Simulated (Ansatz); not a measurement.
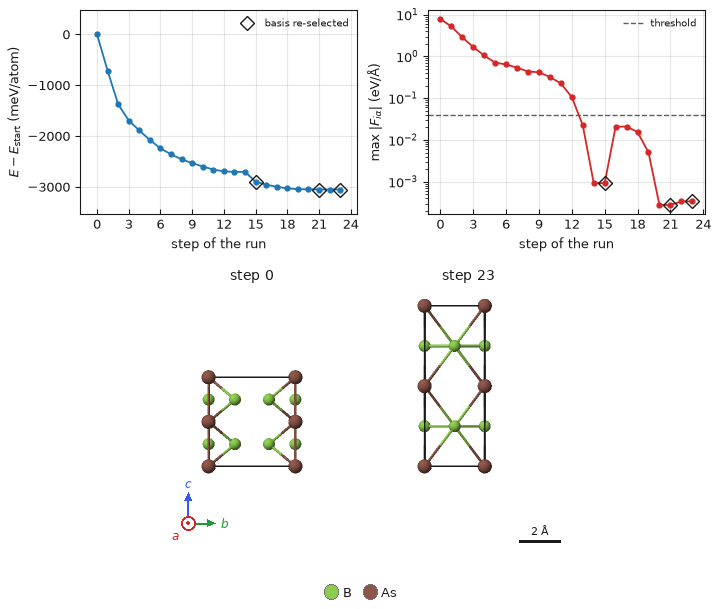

First and last geometry of a relaxation of a crystal of B$_{3}$As (a generated structure, set up in P6_3/mcm) (coarse preliminary run), with the history of the run. Style: ball-and-stick. Shown: the cell of the calculation, along the a axis.

These are results of Ansatz 0.2.0, DFT PBE, scalar-relativistic, plane waves, PAW, not measurements. (plane-wave cutoff 420 eV; k-point mesh 6 × 6 × 4; occupations gaussian; smearing width 0.1 eV; no spin polarisation; cell and atoms relaxed; force threshold 0.04 eV/Å; at most 70 steps)

What do the curves and the structures tell?

It converged. The largest moves relative to the cell, 0.67 Å, are those of B atoms. As stays in place. The volume changes by −13.4 %, with a = b 4.955 → 3.434 Å (−30.7 %), c 4.403 → 7.935 Å (+80.2 %). Near-neighbour distances that change, for instance: As–As 2.201 → 3.967 Å, B–B 2.991 → 1.717 Å, As–B 3.617 → 2.624 Å, As–B 1.868 → 2.623 Å. Bonds break, among them: As–As (2.20 → 3.97 Å). The space group (tolerance 0.01 Å) goes from P6_3/mcm (No. 193) to P6/mmm (No. 191). Over 20 accepted moves (23 points after the start) the energy falls by 3051 meV per atom. Largest force component: 7.9 eV/Å at the start, 0.00034 eV/Å at the end. The pressure goes from 59.76 to 0.04 GPa. The SCF was repeated 3 times at an unchanged geometry on a basis and grid sized afresh for the cell, which shifted the energy by 195 meV per atom at most.

```json
{"step": "0", "E − E(0), meV/atom": "0.00", "largest force component, eV/Å": "7.9100", "pressure, GPa": "59.76", "volume, Å³/atom": "11.701", "note": ""}
{"step": "1", "E − E(0), meV/atom": "-715.28", "largest force component, eV/Å": "5.2278", "pressure, GPa": "29.92", "volume, Å³/atom": "12.118", "note": ""}
{"step": "2", "E − E(0), meV/atom": "-1374.54", "largest force component, eV/Å": "2.8714", "pressure, GPa": "7.25", "volume, Å³/atom": "11.593", "note": ""}
{"step": "3", "E − E(0), meV/atom": "-1694.45", "largest force component, eV/Å": "1.6850", "pressure, GPa": "1.77", "volume, Å³/atom": "10.660", "note": ""}
{"step": "4", "E − E(0), meV/atom": "-1889.12", "largest force component, eV/Å": "1.0549", "pressure, GPa": "4.02", "volume, Å³/atom": "9.693", "note": ""}
{"step": "5", "E − E(0), meV/atom": "-2078.08", "largest force component, eV/Å": "0.7100", "pressure, GPa": "9.18", "volume, Å³/atom": "9.107", "note": ""}
{"step": "6", "E − E(0), meV/atom": "-2241.11", "largest force component, eV/Å": "0.6438", "pressure, GPa": "11.53", "volume, Å³/atom": "8.775", "note": ""}
{"step": "7", "E − E(0), meV/atom": "-2359.13", "largest force component, eV/Å": "0.5371", "pressure, GPa": "13.67", "volume, Å³/atom": "8.654", "note": ""}
{"step": "8", "E − E(0), meV/atom": "-2455.94", "largest force component, eV/Å": "0.4353", "pressure, GPa": "7.14", "volume, Å³/atom": "8.877", "note": ""}
{"step": "9", "E − E(0), meV/atom": "-2531.80", "largest force component, eV/Å": "0.4183", "pressure, GPa": "12.24", "volume, Å³/atom": "8.736", "note": ""}
{"step": "10", "E − E(0), meV/atom": "-2597.95", "largest force component, eV/Å": "0.3210", "pressure, GPa": "6.64", "volume, Å³/atom": "8.963", "note": ""}
{"step": "11", "E − E(0), meV/atom": "-2657.63", "largest force component, eV/Å": "0.2259", "pressure, GPa": "3.57", "volume, Å³/atom": "9.059", "note": ""}
{"step": "12", "E − E(0), meV/atom": "-2694.25", "largest force component, eV/Å": "0.1062", "pressure, GPa": "3.88", "volume, Å³/atom": "9.007", "note": ""}
{"step": "13", "E − E(0), meV/atom": "-2703.77", "largest force component, eV/Å": "0.0225", "pressure, GPa": "0.82", "volume, Å³/atom": "9.106", "note": ""}
{"step": "14", "E − E(0), meV/atom": "-2703.86", "largest force component, eV/Å": "0.0009", "pressure, GPa": "-0.11", "volume, Å³/atom": "9.138", "note": ""}
{"step": "15", "E − E(0), meV/atom": "-2898.52", "largest force component, eV/Å": "0.0009", "pressure, GPa": "11.46", "volume, Å³/atom": "9.138", "note": "same geometry, new basis"}
{"step": "16", "E − E(0), meV/atom": "-2954.19", "largest force component, eV/Å": "0.0208", "pressure, GPa": "9.50", "volume, Å³/atom": "9.299", "note": ""}
{"step": "17", "E − E(0), meV/atom": "-2998.14", "largest force component, eV/Å": "0.0209", "pressure, GPa": "7.07", "volume, Å³/atom": "9.485", "note": ""}
{"step": "18", "E − E(0), meV/atom": "-3027.16", "largest force component, eV/Å": "0.0155", "pressure, GPa": "4.85", "volume, Å³/atom": "9.675", "note": ""}
{"step": "19", "E − E(0), meV/atom": "-3044.09", "largest force component, eV/Å": "0.0050", "pressure, GPa": "1.91", "volume, Å³/atom": "9.918", "note": ""}
{"step": "20", "E − E(0), meV/atom": "-3046.77", "largest force component, eV/Å": "0.0003", "pressure, GPa": "-0.02", "volume, Å³/atom": "10.094", "note": ""}
{"step": "21", "E − E(0), meV/atom": "-3050.69", "largest force component, eV/Å": "0.0003", "pressure, GPa": "0.37", "volume, Å³/atom": "10.094", "note": "same geometry, new basis"}
{"step": "22", "E − E(0), meV/atom": "-3050.76", "largest force component, eV/Å": "0.0003", "pressure, GPa": "0.04", "volume, Å³/atom": "10.129", "note": ""}
{"step": "23", "E − E(0), meV/atom": "-3050.80", "largest force component, eV/Å": "0.0003", "pressure, GPa": "0.04", "volume, Å³/atom": "10.129", "note": "same geometry, new basis"}
```
